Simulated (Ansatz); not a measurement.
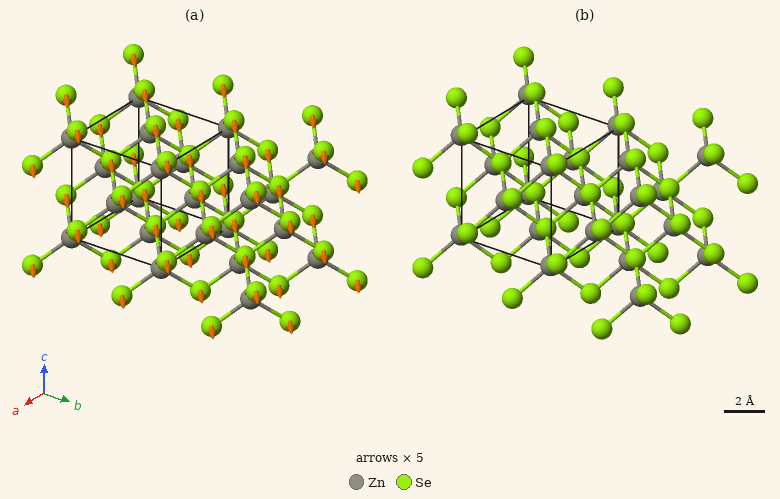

The structure of a crystal of ZnSe (set up in F-43m) (coarse preliminary run) before (left) and after (right) a relaxation, at one scale. The orange arrows give the displacements, magnified 5 times.

A ball-and-stick model of the conventional cell (4 times the calculation's cell), repeated 1 × 2 × 1 with one cell outlined, seen from a free direction. Lengths and directions refer to the drawn axes.

Case: as before, with the keys of group ecut set back to the reference's.

Level of theory: Ansatz, DFT r2SCAN, scalar-relativistic, plane waves, PAW.

Input file:
```yaml
crystal:
  lattice:
    - [0.0, 2.8324425407, 2.8324425407]
    - [2.8324425407, 0.0, 2.8324425407]
    - [2.8324425407, 2.8324425407, 0.0]
  atoms:
    - { symbol: Zn, position: [0.0, 0.0, 0.0] }
    - { symbol: Se, position: [0.75, 0.75, 0.75] }
basis:
  ecutwfc: 500
  ecutrho_ratio: 1
kpoints:
  mp_grid: { grid: [3, 1, 1] }
hamiltonian:
  xc: r2scan
scf:
  occupations: { method: tetrahedron_uncorrected }
  mixing: { algorithm: msr1 }
  initial_density: { chi_scale: 0, normalization: atom }
  max_iter: 59
output:
  forces: true
  stress: true
  eigenvalues: true
relax:
  adjacent_minimum: "off"
  f_tol: 0.003
  max_steps: 5
```

Launched with:
```bash
ansatz run input.yaml --threads 1 --pin off --max-ram 1331MiB --backend cpu --events-out ev --progress --plain --runs-dir out
```

> Describe what moved and what it gained.

The relaxation stopped without meeting its thresholds, so the last structure isn't shown to be converged. It used up its limit of 5 steps. The energy falls by 0.427 eV per cell of the calculation in 3 accepted moves (4 points after the start). Largest force component: 1 eV/Å at the start, 0.15 eV/Å at the end. The line search rejected the trial step at point 2 of the run. The largest moves, 0.15 Å, are those of Zn1 and Se2. Se2 goes along [1 1 −1]. By element the largest moves are Se 0.15 Å, Zn 0.15 Å. The cell doesn't change. Among the contacts that change: Zn1–Se2 2.453 → 2.150 Å, Zn1–Se2 (another image) 2.453 → 2.570 Å. Bond angles that change, for instance: Se2–Zn1–Se2 109.5° → 102.4°, Zn1–Se2–Zn1 109.5° → 102.4°, Zn1–Se2–Zn1 109.5° → 115.9°. The space group (tolerance 0.01 Å) goes from F-43m (No. 216) to R3m (No. 160). The run took roughly 11 core-seconds on a shared host.

Limits of the set-up: the cutoff lies below the recommended one.
